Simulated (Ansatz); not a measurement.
# PtSe$_{2}$: a changed input and its effect

System: PtSe$_{2}$ (3 atoms in the cell).
Method of run A: Kohn-Sham DFT of a periodic cell, PBEsol with D4, Ansatz PAW, no spin polarisation (Ansatz 0.2.0).

The structure derives from an entry of the Crystallography Open Database. Text and figures count atoms from 1; the logs count them from 0 in places.

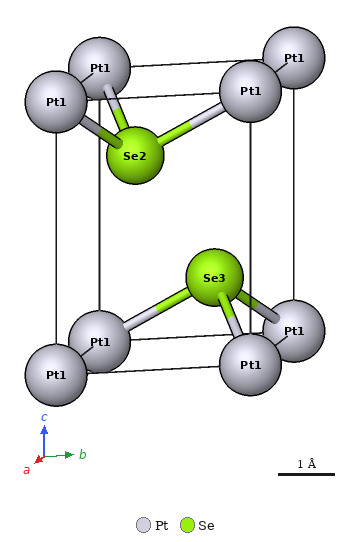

**Figure 1.** The structure (ball-and-stick view of the cell of the calculation, seen slightly off an axis; atoms are numbered from 1 in the order of the input). Near neighbours in the crystal (not all of them lie inside the picture): Pt has 6 Se at 2.48 Å; Se has 3 Pt at 2.48 Å.

## Input file, run A
```yaml
crystal:
  lattice:
    - [3.6990059583, 0.0, 0.0]
    - [-1.8495029792, 3.2034331287, 0.0]
    - [0.0, 0.0, 5.028025822]
  atoms:
    - { symbol: Pt, position: [0.0, 0.0, 0.0] }
    - { symbol: Se, position: [0.6666666667, 0.3333333333, 0.75] }
    - { symbol: Se, position: [0.3333333333, 0.6666666667, 0.25] }
hamiltonian:
  xc: pbesol
  pseudopotentials: { kind: paw }
  dispersion: d4
kpoints:
  mp_grid: { grid: [8, 8, 5] }
scf:
  occupations: { method: fermi_dirac, width: 0.05 }
output:
  forces: true
  stress: true
  eigenvalues: true
```

Command:
```bash
ansatz run input.yaml --threads 2 --pin off --max-ram 5120MiB --backend cpu --events-out ev --progress --plain --runs-dir out
```

Hardware: 2 threads of Arm Neoverse V2, 24 GiB of memory available, shared host.

## Output, shortened to warnings, some set-up lines, iterations and results (run A)
```
Basis set: ecut = 420 eV, 1181 PW (Γ), exchange–correlation on 50×50×72 points (8 copies of the dense FFT grid, shifted against one another)
Symmetry: 12 space group operations
k-points: 40 of 320
Initial density: superposition of atomic densities (neutral atoms: chi_scale 0, normalization atom), corrected by the library's trained network
[...]
SCF iter   1: F=—  HF=-23234.303506 eV  |F-HF|=—  |Δ(HF+E_count)|=         —  Δρ=3.46e-3  dr2=6.51e-3  ethr=1.77e-3  ⟨swp⟩=6.0  Hψ=4737  notcnv=0
SCF iter   2: F=—  HF=-23234.305079 eV  |F-HF|=—  |Δ(HF+E_count)|=   1.57e-3  Δρ=2.43e-3  dr2=4.05e-3  ethr=1.30e-5  ⟨swp⟩=2.0  Hψ=2675  notcnv=0  defer=6
SCF iter   3: F=—  HF=-23234.303429 eV  |F-HF|=—  |Δ(HF+E_count)|=   1.65e-3  Δρ=3.08e-4  dr2=5.64e-5  ethr=8.10e-6  ⟨swp⟩=2.0  Hψ=2272  notcnv=0  defer=6
SCF iter   4: F=—  HF=-23234.303430 eV  |F-HF|=—  |Δ(HF+E_count)|=   9.77e-7  Δρ=9.37e-5  dr2=1.19e-5  ethr=1.13e-7  ⟨swp⟩=3.0  Hψ=2172  notcnv=0  defer=6
SCF iter   5: F=—  HF=-23234.303429 eV  |F-HF|=—  |Δ(HF+E_count)|=   1.93e-6  Δρ=1.70e-5  dr2=1.09e-7  ethr=2.38e-8  ⟨swp⟩=2.0  Hψ=1547  notcnv=0  defer=6
SCF iter   6: F=-23234.303429 eV  HF=-23234.303429 eV  |F-HF|=3.85e-9  |Δ(HF+E_count)|=   7.99e-8  Δρ=3.90e-6  dr2=6.54e-9  ethr=2.00e-10  ⟨swp⟩=5.3  Hψ=5016  notcnv=0
SCF 1 converged in 6 iterations: F = -23234.303429 eV  dr2 = 6.54e-9
SCF converged after 6 iterations
Free energy (F): -23234.303429 eV
Harris-Foulkes:  -23234.303429 eV  (|F-HF|=3.85e-9)
Internal energy: -23234.297435 eV  (E = F + TS)
E sigma→0 (E₀):  -23234.300432 eV
Entropy (-TS):   -0.005994 eV (-1.998 meV/atom)
Fermi energy:    13.626235 eV
--- Per-component energies (eV) ---
  E_band       = -949.624316
  E_kinetic    = 877.306515
  E_local      = -6736.821853  (includes V_loc(G=0)·N_el)
  E_nonlocal   = -981.002289
  E_hartree    = 3124.934833
  E_xc         = -468.413922
  E_vxc        = -500.503394  (∫ρ·V_xc dr)
  E_paw        = -13053.533219  (= ΣΔE_a)
  E_vpaw       = 141.526055  (= ΣTr[D̂ρ^β])
  E_aug_tail   = -0.001011  (compensation charges beyond the density's cutoff)
  E_ewald      = -5998.192905
  E_disp       = -0.877465  (pairwise vdW)
  E_core_change = 2.303882  (= ΣΔE_core)
  E_smearing   = -0.005994  (= −TS)
  E_closure    = -0.000000  (closes the sum)
  Σ components = -23234.303429   (vs F -23234.303429, Δ=0.00e0)
--- Forces (eV/Å), atoms counted from 1 ---
  atom   1  Pt     0.00000000     0.00000000    -0.00000000
  atom   2  Se    -0.00000000     0.00000000    -0.61056717
  atom   3  Se     0.00000000    -0.00000000     0.61056717
  max |Σ_I F_I| component: 1.11e-16 eV/Å
--- Stress (GPa, compression-positive) ---
        3.615513      -0.000000      -0.000000
       -0.000000       3.615513      -0.000000
       -0.000000      -0.000000       1.081000
  P = ⅓ Tr σ = 2.7707 GPa (27.707 kbar)
```

The input of run B differs as follows (lines with − go, lines with + come):
```diff
-  xc: pbesol
+  xc: pbe
-  dispersion: d4
+  dispersion: d3bj
```

How does run B compare with run A?

The total energies belong to different models, so their difference says nothing on which is more stable or more accurate. The pressure goes from 2.77 to 6.40 GPa. The largest force goes from 0.611 to 0.888 eV/Å. The functional changes from PBEsol to PBE. The number of SCF iterations is the same.

## Output, shortened to warnings, some set-up lines, iterations and results (run B)
```
Basis set: ecut = 420 eV, 1181 PW (Γ), exchange–correlation on 50×50×72 points (8 copies of the dense FFT grid, shifted against one another)
Symmetry: 12 space group operations
k-points: 40 of 320
Initial density: superposition of atomic densities (neutral atoms: chi_scale 0, normalization atom), corrected by the library's trained network
[...]
SCF iter   1: F=—  HF=-23463.648552 eV  |F-HF|=—  |Δ(HF+E_count)|=         —  Δρ=3.08e-3  dr2=4.41e-3  ethr=1.77e-3  ⟨swp⟩=6.0  Hψ=4725  notcnv=0
SCF iter   2: F=—  HF=-23463.650517 eV  |F-HF|=—  |Δ(HF+E_count)|=   1.97e-3  Δρ=1.85e-3  dr2=2.91e-3  ethr=8.83e-6  ⟨swp⟩=2.0  Hψ=2386  notcnv=0  defer=3
SCF iter   3: F=—  HF=-23463.649919 eV  |F-HF|=—  |Δ(HF+E_count)|=   5.99e-4  Δρ=3.29e-4  dr2=5.85e-5  ethr=5.81e-6  ⟨swp⟩=2.0  Hψ=1536  notcnv=0  defer=3
SCF iter   4: F=—  HF=-23463.649912 eV  |F-HF|=—  |Δ(HF+E_count)|=   6.51e-6  Δρ=4.19e-5  dr2=5.27e-7  ethr=1.17e-7  ⟨swp⟩=2.0  Hψ=2134  notcnv=0  defer=3
SCF iter   5: F=-23463.649913 eV  HF=-23463.649913 eV  |F-HF|=4.75e-8  |Δ(HF+E_count)|=   9.16e-7  Δρ=8.45e-6  dr2=7.83e-8  ethr=1.05e-9  ⟨swp⟩=2.8  Hψ=2215  notcnv=0  defer=3
SCF iter   6: F=-23463.649913 eV  HF=-23463.649913 eV  |F-HF|=2.23e-9  |Δ(HF+E_count)|=  3.09e-10  Δρ=3.17e-6  dr2=5.24e-9  ethr=1.57e-10  ⟨swp⟩=2.7  Hψ=4526  notcnv=0
SCF 1 converged in 6 iterations: F = -23463.649913 eV  dr2 = 5.24e-9
SCF converged after 6 iterations
Free energy (F): -23463.649913 eV
Harris-Foulkes:  -23463.649913 eV  (|F-HF|=2.23e-9)
Internal energy: -23463.644522 eV  (E = F + TS)
E sigma→0 (E₀):  -23463.647218 eV
Entropy (-TS):   -0.005391 eV (-1.797 meV/atom)
Fermi energy:    13.792818 eV
--- Per-component energies (eV) ---
  E_band       = -941.573931
  E_kinetic    = 877.973271
  E_local      = -6728.851989  (includes V_loc(G=0)·N_el)
  E_nonlocal   = -990.619167
  E_hartree    = 3127.456589
  E_xc         = -472.063867
  E_vxc        = -501.777581  (∫ρ·V_xc dr)
  E_paw        = -13277.884434  (= ΣΔE_a)
  E_vpaw       = 146.788486  (= ΣTr[D̂ρ^β])
  E_aug_tail   = -0.000995  (compensation charges beyond the density's cutoff)
  E_ewald      = -5998.192905
  E_disp       = -1.461025  (pairwise vdW)
  E_smearing   = -0.005391  (= −TS)
  E_closure    = 0.000000  (closes the sum)
  Σ components = -23463.649913   (vs F -23463.649913, Δ=0.00e0)
--- Forces (eV/Å), atoms counted from 1 ---
  atom   1  Pt     0.00000000    -0.00000000    -0.00000000
  atom   2  Se    -0.00000000     0.00000000    -0.88755636
  atom   3  Se     0.00000000    -0.00000000     0.88755636
  max |Σ_I F_I| component: 2.31e-18 eV/Å
--- Stress (GPa, compression-positive) ---
        7.411622      -0.000000      -0.000000
       -0.000000       7.411622      -0.000000
       -0.000000      -0.000000       4.366989
  P = ⅓ Tr σ = 6.3967 GPa (63.967 kbar)
```

## The two runs side by side

| quantity | run A | run B |
| --- | --- | --- |
| outcome | converged | converged |
| free energy per atom (eV) | −7744.7678 | −7821.2166 |
| energy per atom, smearing taken to zero (eV) | −7744.7668 | −7821.2157 |
| gap on the mesh (eV) | 0.00 | 0.00 |
| pressure (GPa) | 2.77 | 6.40 |
| largest force (eV/Å) | 0.611 | 0.888 |
| SCF iterations | 6 | 6 |
| irreducible k-points | 40 | 40 |
| plane waves at Γ | 1181 | 1181 |
| wall time (shared host) | 1.8 s | 1.6 s |

For both runs: Spin–orbit coupling is left out, which matters for Pt. For run B: The cell is under a pressure of 6.4 GPa at this level, so it is not at its equilibrium volume.
